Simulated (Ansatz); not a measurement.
# Two runs on Bi

System: Bi (Fm-3m, 1 atom in the cell).
Method of run A: DFT PBE, scalar-relativistic, plane waves, PAW, no spin polarisation (Ansatz 0.2.0).

The structure was built on a prototype by a generator; it need not be a known phase. Text and figures count atoms from 1; the logs count them from 0 in places.

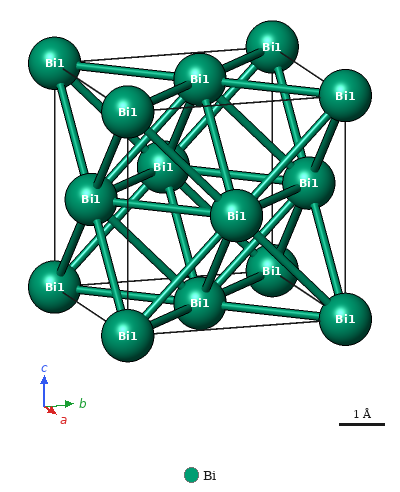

**Figure 1.** The input geometry (ball-and-stick view of the cell 4 times as large as that of the calculation, set on its symmetry axes, seen slightly off an axis; atoms are numbered from 1 in the order of the input). Near neighbours in the crystal (not all of them lie inside the picture): Bi has 12 Bi at 3.69 Å.

The input, run A:
```yaml
crystal:
  lattice:
    - [0.0, 2.605758931, 2.605758931]
    - [2.605758931, 0.0, 2.605758931]
    - [2.605758931, 2.605758931, 0.0]
  atoms:
    - { symbol: Bi, position: [0.0, 0.0, 0.0] }
basis:
  ecutwfc: 420
  ecutrho_ratio: 4
kpoints:
  mp_grid: { grid: [6, 6, 6] }
hamiltonian:
  xc: pbe
scf:
  occupations: { method: gaussian, width: 0.05 }
output:
  forces: true
  stress: true
  eigenvalues: true
```

Hardware: 4 threads of an Arm (aarch64) CPU, shared host.

Output, shortened to warnings, some set-up lines, iterations and results (run A):
```
Basis set: ecut = 420 eV, 701 PW (Γ), exchange–correlation on 50×50×50 points (8 copies of the dense FFT grid, shifted against one another)
Symmetry: 48 space group operations
k-points: 16 of 216
Initial density: superposition of atomic densities (neutral atoms: chi_scale 0, normalization atom), corrected by the library's trained network
[...]
SCF iter   1: F=—  HF=-12396.350568 eV  |F-HF|=—  |Δ(HF+E_count)|=         —  Δρ=1.15e-3  dr2=3.27e-4  ethr=1.77e-3  ⟨swp⟩=5.8  Hψ=1125  notcnv=0
SCF iter   2: F=—  HF=-12396.350233 eV  |F-HF|=—  |Δ(HF+E_count)|=   3.35e-4  Δρ=5.50e-4  dr2=5.81e-5  ethr=2.18e-6  ⟨swp⟩=2.2  Hψ=447  notcnv=0
SCF iter   3: F=—  HF=-12396.350325 eV  |F-HF|=—  |Δ(HF+E_count)|=   9.21e-5  Δρ=2.77e-4  dr2=1.37e-5  ethr=3.87e-7  ⟨swp⟩=2.9  Hψ=301  notcnv=0
SCF iter   4: F=—  HF=-12396.350352 eV  |F-HF|=—  |Δ(HF+E_count)|=   2.74e-5  Δρ=4.14e-5  dr2=4.27e-7  ethr=9.12e-8  ⟨swp⟩=2.0  Hψ=217  notcnv=0
SCF iter   5: F=-12396.350353 eV  HF=-12396.350353 eV  |F-HF|=5.88e-8  |Δ(HF+E_count)|=   1.61e-7  Δρ=1.57e-5  dr2=5.60e-8  ethr=2.85e-9  ⟨swp⟩=2.8  Hψ=297  notcnv=0
SCF iter   6: F=-12396.350353 eV  HF=-12396.350353 eV  |F-HF|=1.09e-11  |Δ(HF+E_count)|=   3.12e-8  Δρ=6.55e-7  dr2=4.96e-11  ethr=3.73e-10  ⟨swp⟩=5.7  Hψ=926  notcnv=0
SCF 1 converged in 6 iterations: F = -12396.350353 eV  dr2 = 4.96e-11
SCF converged after 6 iterations
Free energy (F): -12396.350353 eV
Harris-Foulkes:  -12396.350353 eV  (|F-HF|=1.09e-11)
Internal energy: -12396.347373 eV  (E = F + TS)
E sigma→0 (E₀):  -12396.348863 eV
Entropy (-TS):   -0.002980 eV (-2.980 meV/atom)
Fermi energy:    10.062396 eV
--- Per-component energies (eV) ---
  E_band       = -109.995355
  E_kinetic    = 300.117890
  E_local      = -1494.600925  (includes V_loc(G=0)·N_el)
  E_nonlocal   = 559.949359
  E_hartree    = 476.858480
  E_xc         = -150.499722
  E_vxc        = -143.133528  (∫ρ·V_xc dr)
  E_paw        = -10663.003017  (= ΣΔE_a)
  E_vpaw       = -286.044540  (= ΣTr[D̂ρ^β])
  E_aug_tail   = -0.000437  (compensation charges beyond the density's cutoff)
  E_ewald      = -1425.169000
  E_smearing   = -0.002980  (= −TS)
  E_closure    = -0.000000  (closes the sum)
  Σ components = -12396.350353   (vs F -12396.350353, Δ=0.00e0)
--- Forces (eV/Å), atoms counted from 1 ---
  atom   1  Bi    -0.00000000     0.00000000    -0.00000000
  max |Σ_I F_I| component: 1.73e-31 eV/Å
--- Stress (GPa, compression-positive) ---
       -4.700637       0.000000      -0.000000
       -0.000000      -4.700637      -0.000000
       -0.000000       0.000000      -4.700637
  P = ⅓ Tr σ = -4.7006 GPa (-47.006 kbar)
```

The input of run B differs as follows (lines with − go, lines with + come):
```diff
-    - [0.0, 2.605758931, 2.605758931]
-    - [2.605758931, 0.0, 2.605758931]
-    - [2.605758931, 2.605758931, 0.0]
+    - [0.0, 2.508138785, 2.508138785]
+    - [2.508138785, 0.0, 2.508138785]
+    - [2.508138785, 2.508138785, 0.0]
```

What does this change do to the results?

With the same functional and potentials, run B lies 61.2 meV per atom lower. The pressure goes from −4.70 to 0.14 GPa. The volume per atom goes from 35.39 to 31.56 Å³. The number of SCF iterations is the same. The plane waves at Γ go from 701 to 609.

Output, shortened to warnings, some set-up lines, iterations and results (run B):
```
Basis set: ecut = 420 eV, 609 PW (Γ), exchange–correlation on 48×48×48 points (8 copies of the dense FFT grid, shifted against one another)
Symmetry: 48 space group operations
k-points: 16 of 216
Initial density: superposition of atomic densities (neutral atoms: chi_scale 0, normalization atom), corrected by the library's trained network
[...]
SCF iter   1: F=—  HF=-12396.412045 eV  |F-HF|=—  |Δ(HF+E_count)|=         —  Δρ=1.03e-3  dr2=2.27e-4  ethr=1.77e-3  ⟨swp⟩=5.7  Hψ=1104  notcnv=0
SCF iter   2: F=—  HF=-12396.411512 eV  |F-HF|=—  |Δ(HF+E_count)|=   5.33e-4  Δρ=4.80e-4  dr2=4.59e-5  ethr=1.51e-6  ⟨swp⟩=2.3  Hψ=444  notcnv=0  defer=1
SCF iter   3: F=—  HF=-12396.411517 eV  |F-HF|=—  |Δ(HF+E_count)|=   4.66e-6  Δρ=2.39e-4  dr2=9.74e-6  ethr=3.06e-7  ⟨swp⟩=2.9  Hψ=309  notcnv=0  defer=1
SCF iter   4: F=—  HF=-12396.411531 eV  |F-HF|=—  |Δ(HF+E_count)|=   1.38e-5  Δρ=5.27e-5  dr2=5.71e-7  ethr=6.50e-8  ⟨swp⟩=2.0  Hψ=217  notcnv=0  defer=1
SCF iter   5: F=-12396.411531 eV  HF=-12396.411531 eV  |F-HF|=5.44e-8  |Δ(HF+E_count)|=   4.21e-7  Δρ=1.56e-5  dr2=5.68e-8  ethr=3.81e-9  ⟨swp⟩=2.7  Hψ=286  notcnv=0  defer=1
SCF iter   6: F=-12396.411531 eV  HF=-12396.411531 eV  |F-HF|=9.80e-10  |Δ(HF+E_count)|=   2.58e-8  Δρ=2.09e-6  dr2=8.70e-10  ethr=3.79e-10  ⟨swp⟩=5.1  Hψ=885  notcnv=0
SCF 1 converged in 6 iterations: F = -12396.411531 eV  dr2 = 8.70e-10
SCF converged after 6 iterations
Free energy (F): -12396.411531 eV
Harris-Foulkes:  -12396.411531 eV  (|F-HF|=9.80e-10)
Internal energy: -12396.408547 eV  (E = F + TS)
E sigma→0 (E₀):  -12396.410039 eV
Entropy (-TS):   -0.002984 eV (-2.984 meV/atom)
Fermi energy:    11.850925 eV
--- Per-component energies (eV) ---
  E_band       = -85.322217
  E_kinetic    = 301.718973
  E_local      = -1409.492062  (includes V_loc(G=0)·N_el)
  E_nonlocal   = 560.002612
  E_hartree    = 446.322017
  E_xc         = -151.383201
  E_vxc        = -144.333122  (∫ρ·V_xc dr)
  E_paw        = -10662.937959  (= ΣΔE_a)
  E_vpaw       = -285.861120  (= ΣTr[D̂ρ^β])
  E_aug_tail   = -0.000426  (compensation charges beyond the density's cutoff)
  E_ewald      = -1480.638500
  E_smearing   = -0.002984  (= −TS)
  E_closure    = -0.000000  (closes the sum)
  Σ components = -12396.411531   (vs F -12396.411531, Δ=0.00e0)
--- Forces (eV/Å), atoms counted from 1 ---
  atom   1  Bi    -0.00000000     0.00000000     0.00000000
  max |Σ_I F_I| component: 2.63e-31 eV/Å
--- Stress (GPa, compression-positive) ---
        0.138339       0.000000      -0.000000
        0.000000       0.138339      -0.000000
       -0.000000       0.000000       0.138339
  P = ⅓ Tr σ = 0.1383 GPa (1.383 kbar)
```

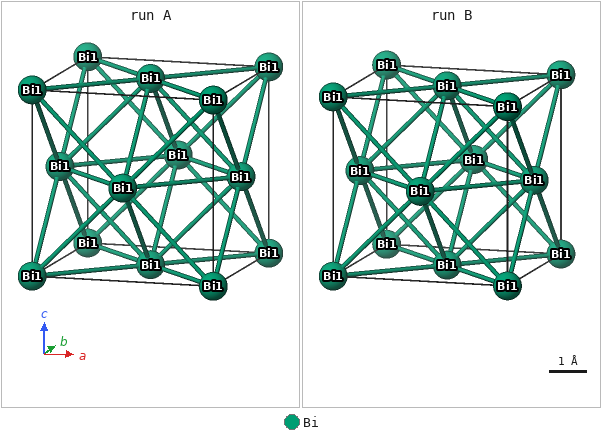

**Figure 2.** The two input geometries at one scale (ball-and-stick view of the cell 4 times as large as that of the calculation, set on its symmetry axes, seen slightly off an axis). No atom moves by more than 0.005 Å relative to the cell. The volume changes by −10.8 %, with a = b = c 5.212 → 5.016 Å (−3.7 %). Among the contacts that change: Bi1–Bi1 3.685 → 3.547 Å.

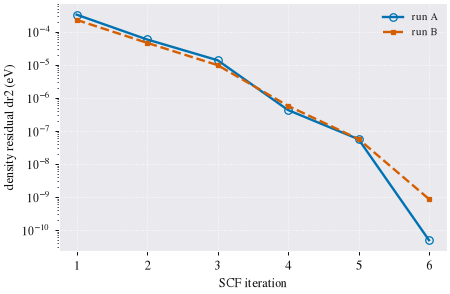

**Figure 3.** Convergence of the two runs: density residual dr2 against the SCF iteration. Run A takes 6 iterations in all, and run B takes 6.

The two runs side by side:

```tsv
quantity	run A	run B
outcome	converged	converged
free energy per atom (eV)	−12396.3504	−12396.4115
energy per atom, smearing taken to zero (eV)	−12396.3489	−12396.4100
gap on the mesh (eV)	0.00	0.00
pressure (GPa)	−4.70	0.14
volume per atom (Å³)	35.39	31.56
largest force (eV/Å)	0.000	0.000
SCF iterations	6	6
irreducible k-points	16	16
plane waves at Γ	701	609
```

For both runs: Spin–orbit coupling is left out, which matters for Bi.
